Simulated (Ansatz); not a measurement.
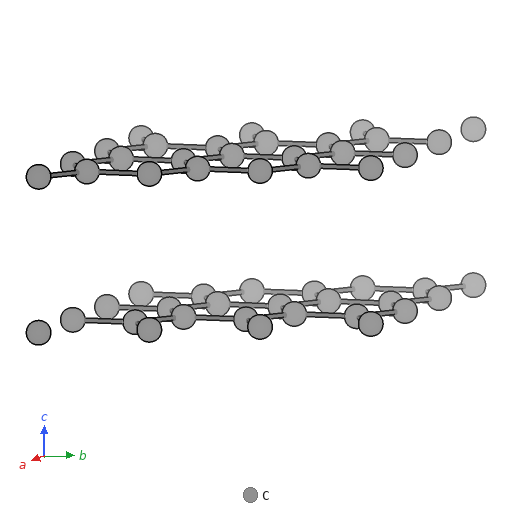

System: C, space group P-3m1 (No. 164). The picture shows the slab (repeated in the plane, vacuum cut away).

Structure:
```xyz
4
Lattice="2.4562 0.0000 0.0000 -1.2281 2.1272 0.0000 0.0000 0.0000 24.1340" Properties=species:S:1:pos:R:3 pbc="T T T"
C     1.2281    0.7091   13.7678
C     0.0000    1.4181   10.3661
C     0.0000    0.0000   10.3663
C     0.0000    0.0000   13.7677
```

How it was computed, with Ansatz 0.2.0: all-electron LAPW DFT, no spin polarisation; energies at scaled volumes of the given cell, shape and fractions fixed, counted from the fit's minimum, third-order Birch-Murnaghan fit. Level: LDA.

- k mesh: 12×12×2
- occupations: Fermi–Dirac
- smearing width: 0.05 eV
- potentials: all electron LAPW, scalar relativistic
- program settings: basis error eV/atom 0.002

Predict the energy and pressure against volume. The volume takes the values 29.63, 30.26, 30.89, 31.52, 32.15, 32.78, 33.42 Å³/atom.

A third-order Birch–Murnaghan fit gives V0 = 31.08 Å³/atom, B0 = 80.7 GPa and B′ = 3.5. The energy is 18.33 meV/atom at volume 29.63 Å³/atom and 39.44 meV/atom at 33.42 Å³/atom; the lowest computed point is at volume 30.89 Å³/atom (0.30 meV/atom), in a single well. The pressure falls from 4.20 GPa at volume 29.63 Å³/atom to −5.13 GPa at 33.42 Å³/atom, and changes sign near 31.09 Å³/atom.

| volume (Å³/atom) | energy (meV/atom) | pressure (GPa) |
| --- | --- | --- |
| 29.63 | 18.33 | 4.20 |
| 30.26 | 5.68 | 2.26 |
| 30.89 | 0.30 | 0.50 |
| 31.52 | 1.54 | −1.11 |
| 32.15 | 8.82 | −2.57 |
| 32.78 | 21.62 | −3.91 |
| 33.42 | 39.44 | −5.13 |

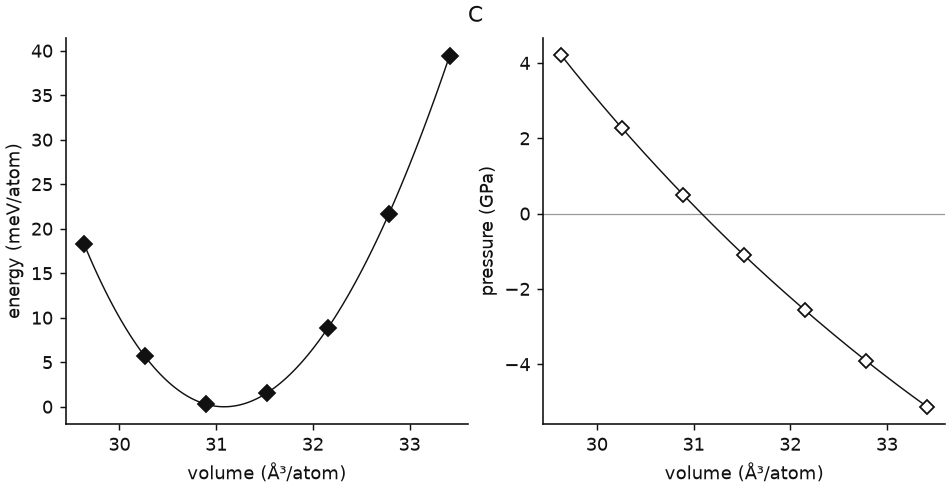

Caveats: shape and atomic fractions are frozen while scaling, which makes layered, chain and framework solids too stiff.
